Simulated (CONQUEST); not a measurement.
**Mo: 7 runs along one coordinate**

System: Mo (2 atoms in the cell).
Method: Kohn-Sham DFT of a periodic cell, PBEsol, PseudoDojo NC PBEsol, no spin polarisation (CONQUEST 1.3).

The 7 runs differ only in the geometry, by an even scaling of the cell at fixed fractional positions. The structure derives from a Materials Project entry.

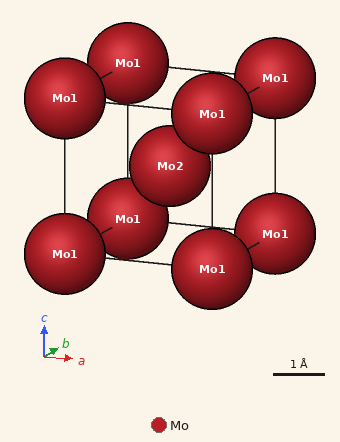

Figure 1. The structure of run 4 (spheres-only view of the cell of the calculation, seen slightly off an axis; atoms are numbered from 1 in the order of the input). An atom can appear more than once, as a periodic image.

## Input of run 4
```
IO.Title Mo
IO.Coordinates coords.dat
IO.FractionalAtomicCoords T
IO.Iprint 2
IO.Iprint_init 1
General.NumberOfSpecies 1
General.PseudopotentialType hamann
AtomMove.TypeOfRun static
AtomMove.FullStress T
Grid.PointsAlongX 32
Grid.PointsAlongY 32
Grid.PointsAlongZ 32
DM.SolutionMethod diagon
Diag.MPMesh T
Diag.GammaCentred T
Diag.MPMeshX 8
Diag.MPMeshY 8
Diag.MPMeshZ 8
Diag.kT 0.00183747
minE.SCTolerance 1e-6
SC.MaxIters 100
IO.AtomChargeOutput T
%block ChemicalSpeciesLabel
1 95.940 Mo
%endblock
```

Command:
```bash
OMP_NUM_THREADS=1 Conquest
```

Lattice vectors (Å) and fractional positions of run 4:
```
   3.167618    0.000000    0.000000
   0.000000    3.167618    0.000000
   0.000000    0.000000    3.167618
Mo  0.000000  0.000000  0.000000
Mo  0.500000  0.500000  0.500000
```

Run 6 has the same physical settings and fractional positions; its lattice vectors (Å) are:
```
   3.209302    0.000000    0.000000
   0.000000    3.209302    0.000000
   0.000000    0.000000    3.209302
```

## Results, with one run withheld

| run | volume per atom (Å³) | free energy per atom, from the lowest run given (meV) | pressure (GPa) |
| --- | --- | --- | --- |
| 1 | 14.938 | 18.90 | 11.76 |
| 2 | 15.256 | 3.56 | 4.37 |
| 3 | 15.574 | 0.00 | −0.96 |
| 4 | 15.892 | 8.57 | −7.15 |
| 5 | 16.209 | 26.65 | −10.98 |
| 6 | 16.527 | ? | ? |
| 7 | 16.845 | 88.36 | −19.83 |

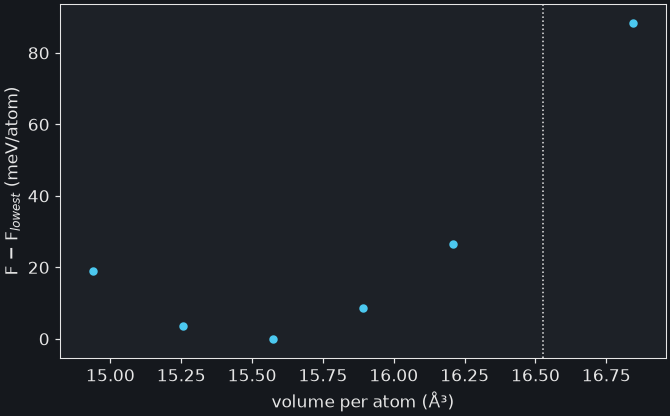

Figure 2. Free energy per atom of the runs given; the dotted line marks run 6.

Estimate the energy of run 6 from the others.

A cubic polynomial in V^(−2/3) (the Birch–Murnaghan form), fitted to the 6 runs given, misses them by at most 0.29 meV per atom. With x = V^(−2/3) − 0.15905 Å⁻², it reads F = 3.9661 − 4360.7 x + 1.1744e+06 x² + 3.1243e+06 x³ (meV per atom). At run 6 it gives 53.57 meV per atom, and the run itself gives 52.24. The slope of the fit gives a pressure −dF/dV of −15.64 GPa there, and the run prints −15.67 GPa. The fit has its minimum at 15.495 Å³ per atom, where V d²F/dV² gives 284 GPa: the bulk modulus at this level, since symmetry fixes the shape and the positions. The miss comes from the order of the polynomial or from scatter in that run; these data can't tell which.

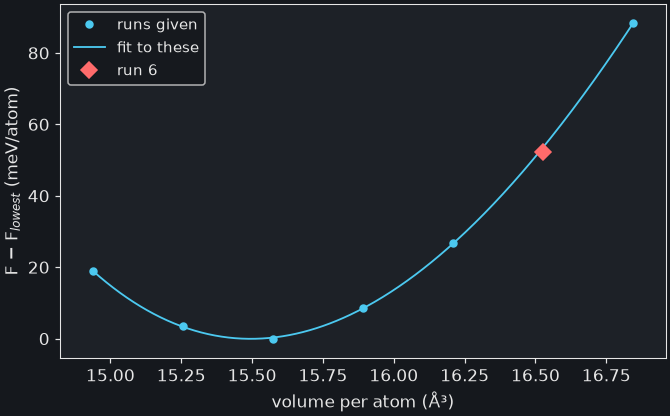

Figure 3. The fit and the withheld run.

## Some lines of the output (run 6)
```
[...]
          DFT Total Energy                 :      -140.469826458198810 Ha
          Free Energy (E-TS)               :      -140.521021986039216 Ha
          DFT Total Energy                 :      -140.518464191390251 Ha
          Free Energy (E-TS)               :      -140.519780673974196 Ha
          DFT Total Energy                 :      -140.519140658470320 Ha
          Free Energy (E-TS)               :      -140.519697369532480 Ha
          DFT Total Energy                 :      -140.519147231919192 Ha
          Free Energy (E-TS)               :      -140.519695619263445 Ha
          DFT Total Energy                 :      -140.519148061492729 Ha
          Free Energy (E-TS)               :      -140.519695882386628 Ha
          DFT Total Energy                 :      -140.519148334238821 Ha
      | Free Energy as E-TS      =      -140.519695882386628 Ha
      |* DFT total energy        =      -140.519148334238821 Ha
    force: Average pressure:    -15.66523176 GPa
```

Notes: With a small basis of atomic orbitals these values can differ much from converged plane-wave results.
